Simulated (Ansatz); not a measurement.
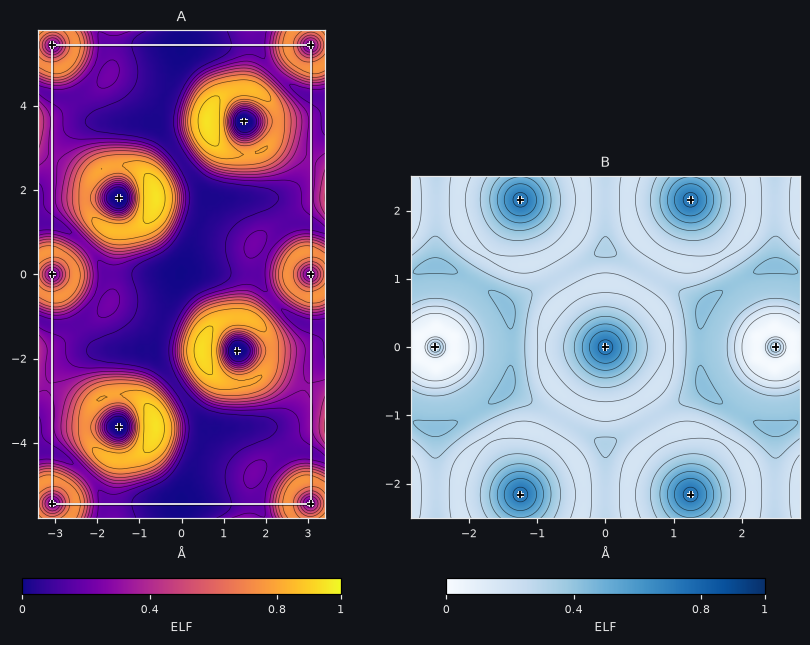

The ELF of 2 systems, each on a plane through atoms (crosses mark nuclei in the plane).

All numbers below come from DFT PBEsol, scalar-relativistic, plane waves, PAW (Ansatz 0.2.0).

System 1: Ni3Ge, the (111) plane of the conventional cell. Space group Pm-3m; a structure from a database of computed crystals, not necessarily the ambient phase; computed without spin polarisation.

```
Ni Ge
1.0
     3.52491    0.00000    0.00000
     0.00000    3.52491    0.00000
     0.00000    0.00000    3.52491
Ni Ge
3 1
Cartesian
  1.7625 0.0000 1.7625
  0.0000 1.7625 1.7625
  1.7625 1.7625 0.0000
  0.0000 0.0000 0.0000
```

System 2: MoS2, the (110) plane of the conventional cell. Space group P3m1; a structure from a database of computed crystals, not necessarily the ambient phase; changed on purpose from its base cell (atom 5 (S) moved -0.150 A along Cartesian [0 0 1]); not relaxed (largest force 1.6 eV/Å); computed without spin polarisation.

```
Mo S
1.0
     3.14118    5.44069    0.00000
    -6.28237    0.00000    0.00000
     0.00000    0.00000    6.12471
Mo S
4 8
Direct
  0.00000 0.50000 0.50000
  0.00000 0.00000 0.50000
  0.50000 0.50000 0.50000
  0.50000 0.00000 0.50000
  0.33333 0.66667 0.21657
  0.33333 0.16667 0.24106
  0.83333 0.66667 0.24106
  0.83333 0.16667 0.24106
  0.16667 0.33333 0.75894
  0.16667 0.83333 0.75894
  0.66667 0.33333 0.75894
  0.66667 0.83333 0.75894
```

### Which map belongs to which system?

Panel A is system 2, MoS2: the plane holds Mo and S. Mo–S (2.41 Å): the ELF peaks at about 0.85 in the valence shell of S, 0.8 Å from its nucleus, and is about 0.40 at the midpoint. Panel B is system 1, Ni3Ge: the plane holds Ni and Ge. Ni–Ni (2.49 Å): the ELF is about 0.25 at the midpoint: no localised pair shows between them.
